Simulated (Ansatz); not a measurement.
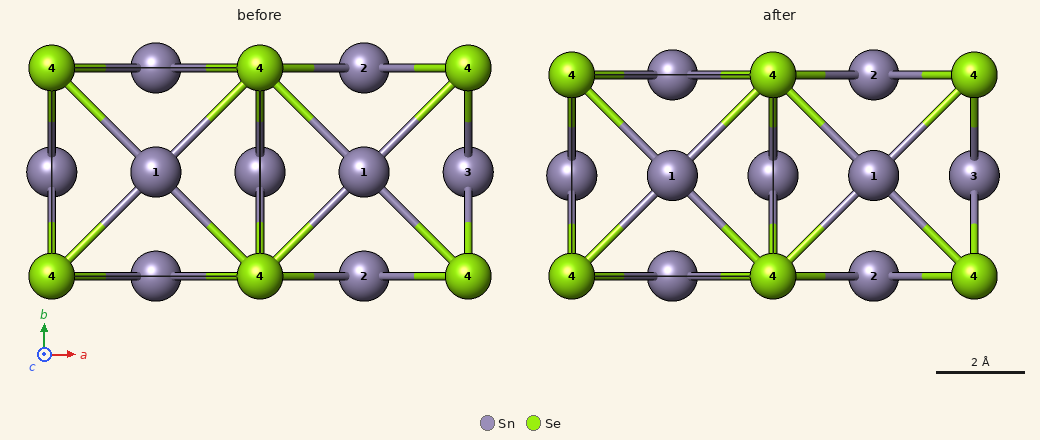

The structure of a crystal of Sn$_{3}$Se (set up in Pm-3m) before (left) and after (right) a relaxation, at one scale.

A ball-and-stick model of the cell of the calculation, repeated 2 × 1 × 1 with one cell outlined, seen along the c axis.

The run lets cell and atoms move.

These are results of Ansatz 0.2.0, Kohn-Sham DFT of a periodic cell, PBEsol with D3(BJ), Ansatz PAW, not measurements.

The input:
```yaml
crystal:
  lattice:
    - [4.741879, 0.0, 0.0]
    - [0.0, 4.741879, 0.0]
    - [0.0, 0.0, 4.741879]
  atoms:
    - { symbol: Sn, position: [0.5, 0.5, 0.0] }
    - { symbol: Sn, position: [0.5, 0.0, 0.5] }
    - { symbol: Sn, position: [0.0, 0.5, 0.5] }
    - { symbol: Se, position: [0.0, 0.0, 0.0] }
hamiltonian:
  xc: pbesol
  pseudopotentials: { kind: paw }
  dispersion: d3bj
kpoints:
  mp_grid: { grid: [6, 6, 6] }
scf:
  occupations: { method: fermi_dirac, width: 0.05 }
output:
  forces: true
  stress: true
  eigenvalues: true
relax:
  f_tol: 0.01
  max_steps: 40
  cell: { stress_tol: 0.05 }
```

Launched with:
```bash
ansatz run input.yaml --threads 2 --pin off --max-ram 5632MiB --backend cpu --events-out ev --progress --plain --runs-dir out
```

> Summarise the run.

Over 3 accepted moves (4 points after the start) the energy falls by 43.2 meV per atom. All forces vanish by symmetry, so only the cell relaxes. The pressure goes from −4.95 to −0.02 GPa. At 1 point the geometry stayed and the basis and grid were re-selected for the new cell (energy shift of 0.5 meV per atom at most each time). The atoms keep their places relative to the cell (all moves are under 0.005 Å). The volume changes by −9.7 %, with a = b = c 4.742 → 4.584 Å (−3.3 %). Near-neighbour distances that change, for instance: Sn1–Se4 3.353 → 3.241 Å. The space group stays Pm-3m (No. 221).
